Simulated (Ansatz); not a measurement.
Ta3N5: single-point calculation (part 1 of 2)

System: Ta3N5 (Cmcm, 16 atoms in the cell).
Method: Hartree-Fock, plane waves, PAW, no spin polarisation (Ansatz 0.2.0).

The structure derives from an entry of the Crystallography Open Database. The geometry comes from this level: r2SCAN. Figures and captions count atoms from 1; the log counts them from 0 in places.

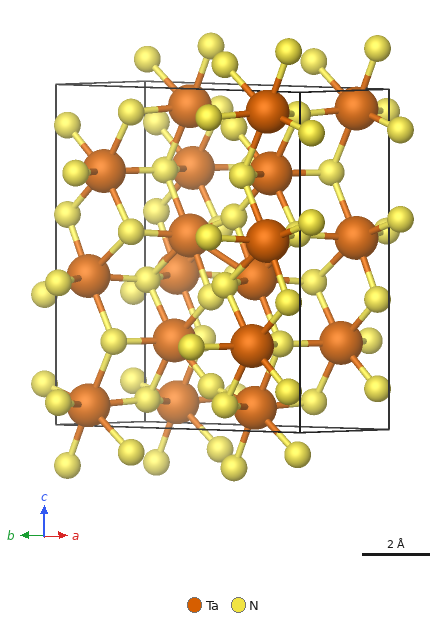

*The structure as given in the input (ball-and-stick view of the cell 2 times as large as that of the calculation, set on its symmetry axes, seen at an oblique angle; bonded neighbours outside the cell are drawn too).*

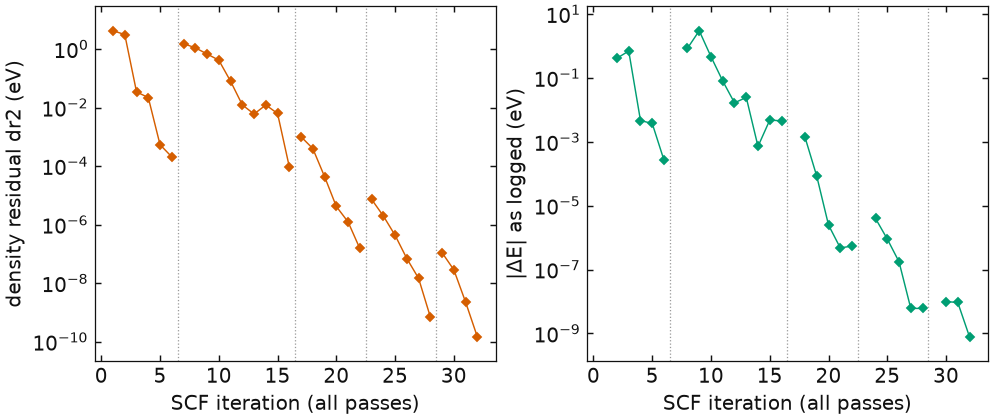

*Convergence of the self-consistent field: density residual dr2 and size of the energy change against the SCF iteration. The run starts with a semilocal functional; after that each stretch between dotted lines is one SCF of the hybrid functional between two exact rebuilds of the exchange operator by the outer loop. Early passes are stopped at a loose threshold.*

The 5 passes take 4 to 10 iterations each, 32 in all.

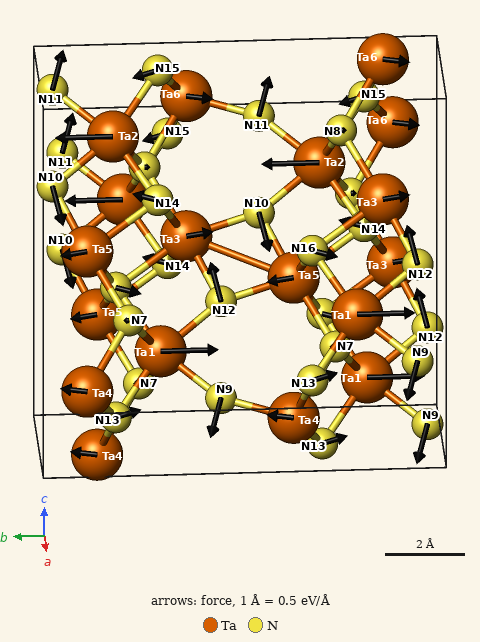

*Forces on the atoms as black arrows (ball-and-stick view of the cell 2 times as large as that of the calculation, set on its symmetry axes, seen at an oblique angle; atoms are numbered from 1 in the order of the input).*

The largest act on Ta1, Ta2 (0.74 eV/Å); N9, N10, N11, N12 (0.58 eV/Å); Ta3, Ta4, Ta5, Ta6 (0.35 eV/Å); N13, N14, N15, N16 (0.34 eV/Å). The geometry is not a stationary point of this energy.

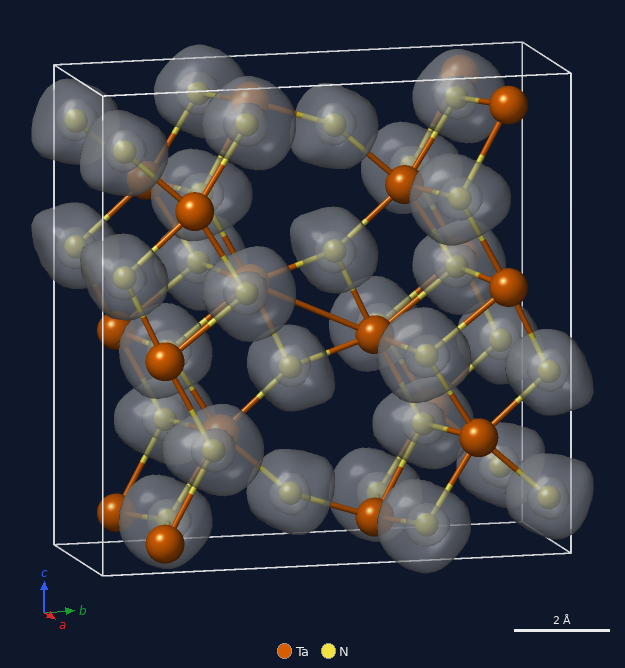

*Isosurface of the electron localisation function at 0.7 (grey), seen slightly off an axis. Core shells and regions of very low density are left out. Sticks mark near contacts. The outline is the cell set on symmetry axes.*

Along the contacts the grid gives the following. Ta–N (1.95 Å): the ELF is about 0.30 at the midpoint. Ta–Ta (3.00 Å): the ELF is about 0.20 at the midpoint. Core electrons are frozen (PAW), so the fields are smoothed inside the atomic spheres.

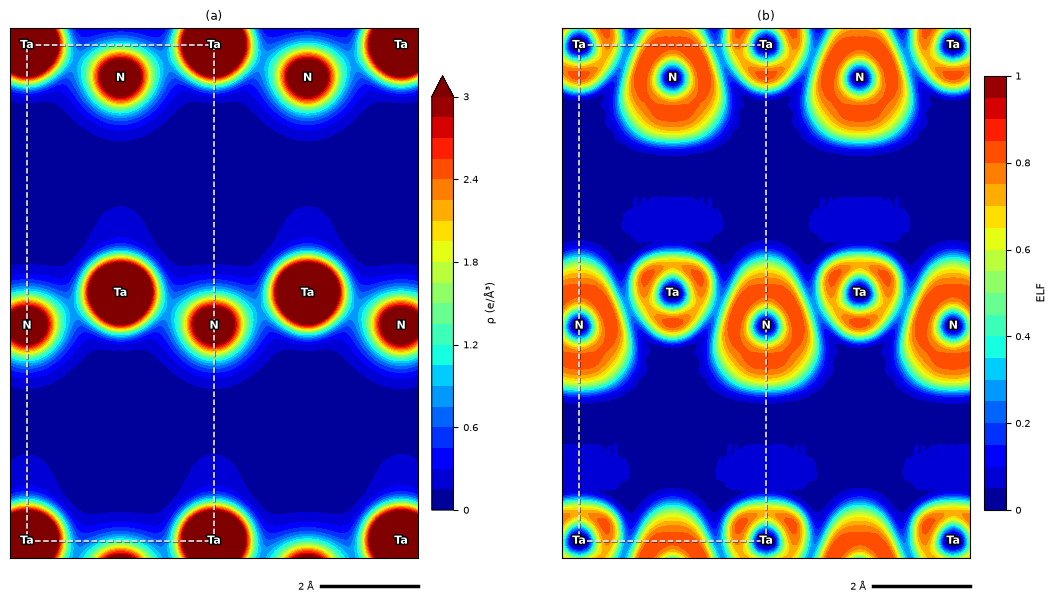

*(a) valence pseudo-density; (b) electron localisation function on the (001) plane of the conventional cell.*

The section cuts through Ta and N sites. Ta–N (2.05 Å): ρ is about 0.85 e/Å³ halfway; the ELF is about 0.30 at the midpoint. Away from the nuclei the density in this plane falls to 0.007 e/Å³ at its lowest. The strong features right at Ta lie inside the PAW spheres (semicore, d or f shells) and say nothing about bonding.

These pictures come from the run below.

**The input**
```yaml
crystal:
  lattice:
    - [1.936181376, -5.1301630541, 0.0]
    - [1.936181376, 5.1301630541, 0.0]
    - [0.0, 0.0, 10.2972280335]
  atoms:
    - { symbol: Ta, position: [0.8032532813, 0.1967467187, 0.25] }
    - { symbol: Ta, position: [0.1967467187, 0.8032532813, 0.75] }
    - { symbol: Ta, position: [0.8666648803, 0.1333351197, 0.5599947404] }
    - { symbol: Ta, position: [0.1333351197, 0.8666648803, 0.0599947404] }
    - { symbol: Ta, position: [0.1333351197, 0.8666648803, 0.4400052596] }
    - { symbol: Ta, position: [0.8666648803, 0.1333351197, 0.9400052596] }
    - { symbol: "N", position: [0.2369586179, 0.7630413821, 0.25] }
    - { symbol: "N", position: [0.7630413821, 0.2369586179, 0.75] }
    - { symbol: "N", position: [0.9530138634, 0.0469861366, 0.1187350852] }
    - { symbol: "N", position: [0.0469861366, 0.9530138634, 0.6187350852] }
    - { symbol: "N", position: [0.0469861366, 0.9530138634, 0.8812649148] }
    - { symbol: "N", position: [0.9530138634, 0.0469861366, 0.3812649148] }
    - { symbol: "N", position: [0.6920968297, 0.3079031703, 0.0740770239] }
    - { symbol: "N", position: [0.3079031703, 0.6920968297, 0.5740770239] }
    - { symbol: "N", position: [0.3079031703, 0.6920968297, 0.9259229761] }
    - { symbol: "N", position: [0.6920968297, 0.3079031703, 0.4259229761] }
kpoints:
  mp_grid: { grid: [4, 4, 2] }
  band_path:
    path:
      - [0.0, 0.0, 0.0]
      - [-0.5, 0.5, 0.0]
      - [-0.2856098175, 0.7143901825, 0.0]
      - [0.2856098175, 0.2856098175, 0.0]
      - [0.0, 0.0, 0.5]
      - [0.2856098175, 0.2856098175, 0.5]
      - [-0.2856098175, 0.7143901825, 0.5]
      - [-0.5, 0.5, 0.5]
      - [0.0, 0.5, 0.0]
      - [0.140625, 0.140625, 0.0]
      - [-0.3, 0.3, 0.0]
    npoints: 1
hamiltonian:
  xc: hf
scf:
  occupations: { method: fixed }
  n_extra_bands: 8
output:
  forces: true
  stress: true
  eigenvalues: true
  write_density: true
  write_potential: true
  elf: true
  volumetric_format: npy
```

Command:
```bash
ansatz run input.yaml --threads 8 --pin off --max-ram 20275MiB --backend cpu --events-out ev --progress --plain --runs-dir out
```

**The program's output**
```
Warning: output.stress: scf.convergence.dr2_threshold = 1e-7 eV (the SCF's general default) is looser than the 1.6e-9 eV advised for a printed stress (1e-10 eV for each atom of the cell: 16). What an SCF threshold leaves in a stress goes as its square root, and in the free energy as the threshold itself, and one threshold admits the most on a small cell: of the crystals measured, under no hybrid functional and no lock of the moments, on runs that ended without the residual-converged pass, on stresses that held no estimate of that error, the worst erred by over 100 MPa in a component at 1e-7 eV an atom and by under 5 at 1e-10. Set scf.convergence.dr2_threshold to 1.6e-9 eV or tighter. The threshold is an SCF's pass mark: one that does not reach it within its budget of iterations ends unconverged, or closes short of it on a stop that the run arms, and scf.convergence.dr2_threshold's page says what that costs each kind of run
Warning: output.stress: scf.exx.energy_threshold = 1e-6 eV is looser than the 1.6e-7 eV advised for a stress under a hybrid functional (1e-8 eV for each atom of the cell: 16). Every SCF of the exchange loop can meet its threshold on dr2 while the loop round them stops early: no threshold on dr2 bounds what that leaves in the stress. Set scf.exx.energy_threshold to 1.6e-7 eV or tighter. The threshold is the loop's pass mark: a loop that does not reach it within its budget of cycles ends unconverged, and scf.exx.energy_threshold's page has the law
scf.n_extra_bands = 8 over 64 filled bands (N_el = 128.0): the run solves 72 bands
Engine: ansatz 0.2.0, aarch64-unknown-linux-gnu
Pseudopotentials: kind: paw
Pseudopotential: Ta, paw, valence charge 13, recommended cutoff 420 eV (normal), Ta.paw.azcp
Pseudopotential: N, paw, valence charge 5, recommended cutoff 420 eV (normal), N.paw.azcp
Functional definition: HF
  exchange = exact_x
  correlation = 0
davidson cushion auto → on  (no smearing: the cushion is to keep the highest requested band from converging to the state above it; pin scf.eigensolver.cushion to override)
Crystal: 16 atoms, lattice volume = 204.563 Å³
Basis set: ecut = 420 eV, 4005 PW (Γ)
Bands: 72, of which v1, the nominal top of the filled ones, is band 64 counted from 1 (63 counted from 0)
Symmetry: 8 space group operations
Space group: Cmcm (ITA 63), of the structure as read, at distance tolerance 5.9e-5 Å
k-points: 14 of 32
Non-local potential: Ta, projectors of the file, l = 0: 3, l = 1: 2, l = 2: 2, l = 3: 1
Non-local potential: N, projectors of the file, l = 0: 2, l = 1: 2, l = 2: 1
PAW form: soft (Blöchl's): semilocal exchange-correlation on the pseudo side does not see the compensation charge
PAW frozen core: Ta, regenerated for the run's functional, and the local potential with it (the file was generated under x = pbe(κ = 0.804, μ = 0.2195149727645171), c = pbe(β = 0.06672455060314922))
PAW frozen core: N, regenerated for the run's functional, and the local potential with it (the file was generated under x = pbe(κ = 0.804, μ = 0.2195149727645171), c = pbe(β = 0.06672455060314922))
PAW one-centre angular grid: Ta, 590 points (default); XC on 64 Gauss nodes
PAW one-centre angular grid: N, 110 points (default); XC on 64 Gauss nodes
Initial density: superposition of atomic densities (neutral atoms: chi_scale 0, normalization atom), corrected by the library's trained network
Initial wavefunctions: pseudopotential atomic-orbital guess
Functional: x = pbe(κ = 0.804, μ = 0.2195149727645171), c = none, warm-up for x = 0 pbe(κ = 0.804, μ = 0.2195149727645171) + 1 exact, c = none
SCF iter   1: F=—  HF=-62664.273057 eV  |F-HF|=—  |Δ(HF+E_count)|=         —  Δρ=4.11e-2  dr2=4.21e0  ethr=1.77e-3  ⟨swp⟩=5.9  Hψ=4407  notcnv=0
preconditioner: auto → none  [insulator: Δε(μ)=2.164 eV  Ē_g=9.110 eV  n_scr=56 (ndim 8)  ℏωp=23.2 eV  f_vac=0.061]
SCF iter   2: F=—  HF=-62663.857598 eV  |F-HF|=—  |Δ(HF+E_count)|=   4.15e-1  Δρ=3.73e-2  dr2=3.11e0  ethr=1.77e-3  ⟨swp⟩=4.0  Hψ=3364  notcnv=0
iter 3 solved again at ethr=2.42e-5 eV; its pass at ethr=1.77e-3 eV (dr2=3.09e-2 eV) is discarded
SCF iter   3: F=—  HF=-62663.160710 eV  |F-HF|=—  |Δ(HF+E_count)|=   6.97e-1  Δρ=4.37e-3  dr2=3.41e-2  ethr=2.42e-5  ⟨swp⟩=3.9  Hψ=5585  notcnv=0
SCF iter   4: F=—  HF=-62663.156081 eV  |F-HF|=—  |Δ(HF+E_count)|=   4.63e-3  Δρ=3.05e-3  dr2=2.19e-2  ethr=2.42e-5  ⟨swp⟩=3.9  Hψ=2840  notcnv=0
SCF iter   5: F=—  HF=-62663.152336 eV  |F-HF|=—  |Δ(HF+E_count)|=   3.75e-3  Δρ=6.90e-4  dr2=5.36e-4  ethr=1.71e-5  ⟨swp⟩=3.0  Hψ=2539  notcnv=0
SCF iter   6: F=-62663.152440 eV  HF=-62663.152602 eV  |F-HF|=1.62e-4  |Δ(HF+E_count)|=   2.66e-4  Δρ=2.70e-4  dr2=2.05e-4  ethr=4.19e-7  ⟨swp⟩=4.0  Hψ=3301  notcnv=0
SCF 1 stopped early in 6 iterations: F = -62663.152440 eV  dr2 = 2.05e-4
  greatest PAW one-centre occupation: 0.995 electrons in one spin orbital (limit 2), on the Ta atom at site 5 (counted from 0), in its partial waves of l = 0
Initial density: handed on by an earlier stage of this run
Initial wavefunctions: those handed on with the density
Functional: x = 0 pbe(κ = 0.804, μ = 0.2195149727645171) + 1 exact, c = none
Frozen-core exchange: fock
SCF iter   1: F=—  HF=-62625.602957 eV  |F-HF|=—  |Δ(HF+E_count)|=         —  Δρ=2.70e-2  dr2=1.52e0  ethr=1.60e-6  ⟨swp⟩=7.0  Hψ=6149  notcnv=0
preconditioner: auto → none  [insulator: Δε(μ)=8.879 eV  Ē_g=19.142 eV  n_scr=56 (ndim 8)  ℏωp=23.2 eV  f_vac=0.062]
SCF iter   2: F=—  HF=-62624.752724 eV  |F-HF|=—  |Δ(HF+E_count)|=   8.50e-1  Δρ=1.02e-2  dr2=1.10e0  ethr=1.60e-6  ⟨swp⟩=5.1  Hψ=4764  notcnv=0
SCF iter   3: F=—  HF=-62627.767642 eV  |F-HF|=—  |Δ(HF+E_count)|=    3.01e0  Δρ=1.31e-2  dr2=6.76e-1  ethr=1.60e-6  ⟨swp⟩=6.0  Hψ=5219  notcnv=0
SCF iter   4: F=—  HF=-62628.231003 eV  |F-HF|=—  |Δ(HF+E_count)|=   4.63e-1  Δρ=1.16e-2  dr2=4.15e-1  ethr=1.60e-6  ⟨swp⟩=5.0  Hψ=4644  notcnv=0
SCF iter   5: F=—  HF=-62628.151022 eV  |F-HF|=—  |Δ(HF+E_count)|=   8.00e-2  Δρ=5.53e-3  dr2=7.92e-2  ethr=1.60e-6  ⟨swp⟩=5.0  Hψ=4527  notcnv=0
SCF iter   6: F=—  HF=-62628.167609 eV  |F-HF|=—  |Δ(HF+E_count)|=   1.66e-2  Δρ=1.46e-3  dr2=1.23e-2  ethr=1.60e-6  ⟨swp⟩=5.0  Hψ=3942  notcnv=0
SCF iter   7: F=—  HF=-62628.192247 eV  |F-HF|=—  |Δ(HF+E_count)|=   2.46e-2  Δρ=1.44e-3  dr2=5.98e-3  ethr=1.60e-6  ⟨swp⟩=4.7  Hψ=3739  notcnv=0
SCF iter   8: F=—  HF=-62628.191529 eV  |F-HF|=—  |Δ(HF+E_count)|=   7.18e-4  Δρ=2.32e-3  dr2=1.22e-2  ethr=1.60e-6  ⟨swp⟩=4.3  Hψ=3463  notcnv=0
SCF iter   9: F=—  HF=-62628.186751 eV  |F-HF|=—  |Δ(HF+E_count)|=   4.78e-3  Δρ=1.46e-3  dr2=6.26e-3  ethr=1.60e-6  ⟨swp⟩=3.4  Hψ=2900  notcnv=0
SCF iter  10: F=-62628.191241 eV  HF=-62628.191295 eV  |F-HF|=5.37e-5  |Δ(HF+E_count)|=   4.54e-3  Δρ=1.81e-4  dr2=9.38e-5  ethr=1.60e-6  ⟨swp⟩=4.1  Hψ=3399  notcnv=0
SCF 2 stopped early in 10 iterations: F = -62628.191241 eV  dr2 = 9.38e-5
  Residual-converged pass: ⟨swp⟩=4.2  Hψ=3655  notcnv=0  max |occ|·‖R‖ = 5.9e-6 eV (tolerance 6.7e-6 eV)  dr2=9.35e-5  dr2_onsite=3.01e-6  max |Δocc| = 0.0e0
  greatest PAW one-centre occupation: 1.002 electrons in one spin orbital (limit 2), on the Ta atom at site 1 (counted from 0), in its partial waves of l = 1
hybrid outer 1: dexx = +6.711e0 eV, tail = 2.22e-2 eV
Frozen-core exchange: fock
SCF iter   1: F=—  HF=-62628.122725 eV  |F-HF|=—  |Δ(HF+E_count)|=         —  Δρ=9.12e-4  dr2=1.00e-3  ethr=8.68e-5  ⟨swp⟩=3.1  Hψ=2738  notcnv=0
preconditioner: auto → none  [insulator: Δε(μ)=9.322 eV  Ē_g=19.110 eV  n_scr=56 (ndim 8)  ℏωp=23.2 eV  f_vac=0.063]
SCF iter   2: F=—  HF=-62628.124113 eV  |F-HF|=—  |Δ(HF+E_count)|=   1.39e-3  Δρ=6.24e-4  dr2=3.95e-4  ethr=5.20e-7  ⟨swp⟩=4.3  Hψ=3267  notcnv=0
SCF iter   3: F=—  HF=-62628.124197 eV  |F-HF|=—  |Δ(HF+E_count)|=   8.36e-5  Δρ=1.37e-4  dr2=4.35e-5  ethr=2.47e-7  ⟨swp⟩=4.2  Hψ=3390  notcnv=0
SCF iter   4: F=—  HF=-62628.124199 eV  |F-HF|=—  |Δ(HF+E_count)|=   2.48e-6  Δρ=4.71e-5  dr2=4.15e-6  ethr=2.26e-8  ⟨swp⟩=5.0  Hψ=3279  notcnv=0  defer=1
SCF iter   5: F=—  HF=-62628.124199 eV  |F-HF|=—  |Δ(HF+E_count)|=   4.76e-7  Δρ=2.49e-5  dr2=1.23e-6  ethr=2.55e-9  ⟨swp⟩=5.7  Hψ=3103  notcnv=0  defer=1
SCF iter   6: F=-62628.124198 eV  HF=-62628.124198 eV  |F-HF|=1.23e-7  |Δ(HF+E_count)|=   5.41e-7  Δρ=8.54e-6  dr2=1.52e-7  ethr=7.80e-10  ⟨swp⟩=5.4  Hψ=2641  notcnv=0  defer=14
SCF 3 stopped early in 6 iterations: F = -62628.124198 eV  dr2 = 1.52e-7
  Residual-converged pass: ⟨swp⟩=3.0  Hψ=2563  notcnv=0  max |occ|·‖R‖ = 6.1e-6 eV (tolerance 6.7e-6 eV)  dr2=1.52e-7  dr2_onsite=8.55e-9  max |Δocc| = 0.0e0
hybrid outer 2: dexx = +3.481e-3 eV, tail = 1.10e-4 eV, Δε = 4.05e-2 eV (about 3.58e-3 eV left of the loop's levels), ΔF = 4.87e-2 eV/Å (tail 2.15e-2)
Frozen-core exchange: fock
```
